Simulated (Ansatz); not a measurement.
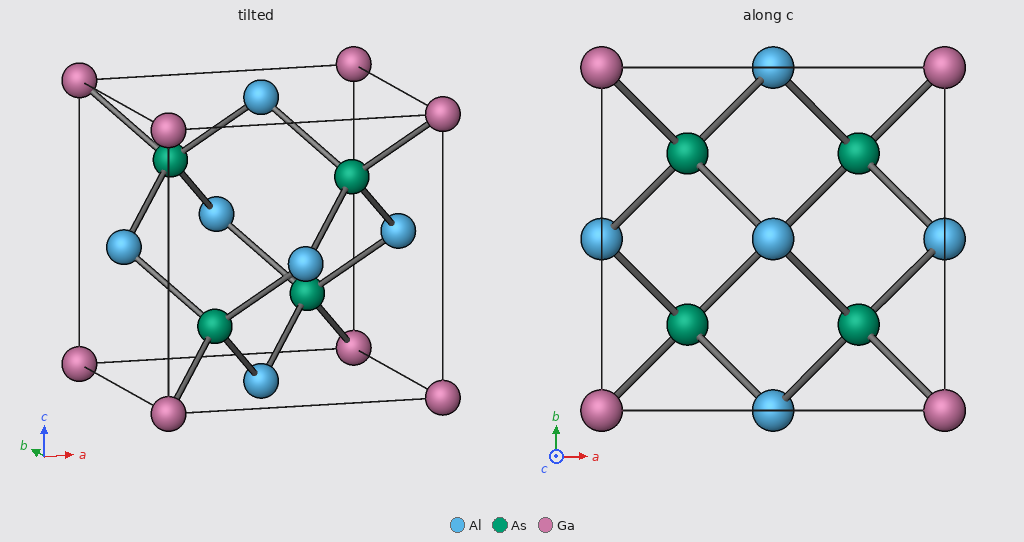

Structure drawing (ball-and-stick), viewed slightly off an axis and along the c axis. Thin lines show the conventional unit cell, with boundary atoms drawn in all their periodic places.

Al$_{3}$GaAs$_{4}$, space group P-43m (No. 215), a = 5.676 Å, b = 5.676 Å, c = 5.676 Å, α = 90.00°, β = 90.00°, γ = 90.00°. It goes back to a structure type filled with these elements by a generator (whether the compound takes this form wasn't checked). Earlier steps of the study, as a rule a relaxation of our own, may have changed the cell and positions, so they can lie some per cent off the listed ones. An electronic-structure calculation with Ansatz was run on it.

This one geometry was computed with Ansatz (DFT, plane waves, PAW) at five levels of theory: PBE0, r2SCAN, PBE with spin-orbit coupling, PBE and HSE06. It was relaxed beforehand with r2SCAN.

**Which level gives the highest pressure at this volume, and what does that say about its equilibrium volume?**

Highest: PBE with spin-orbit coupling (2.1 GPa) and PBE (2.1 GPa), which points to the largest equilibrium volume. Lowest, with the smallest volume: PBE0 (0.1 GPa), r2SCAN (0.0 GPa) and HSE06 (0.3 GPa). Levels within 0.5 GPa of each other can't be told apart.

**How does the band gap change with the level of theory?**

PBE with spin-orbit coupling: a gap of 1.03 eV, indirect; PBE: a gap of 1.13 eV, indirect; r2SCAN: a gap of 1.52 eV, indirect; HSE06: a gap of 1.90 eV, indirect; PBE0: a gap of 2.51 eV, indirect.

**Collect the results in a table.**

| level | cutoff (eV) | k-mesh of the run's cell | gap (eV) | pressure (GPa) |
| --- | --- | --- | --- | --- |
| PBE0 | 420 | 4×4×4 | 2.51 | 0.1 |
| r2SCAN | 500 | 4×4×4 | 1.52 | 0.0 |
| PBE with spin-orbit coupling | 420 | 4×4×4 | 1.03 | 2.1 |
| PBE | 420 | 4×4×4 | 1.13 | 2.1 |
| HSE06 | 420 | 4×4×4 | 1.90 | 0.3 |

Gaps are taken on the k-mesh or band path of each run.
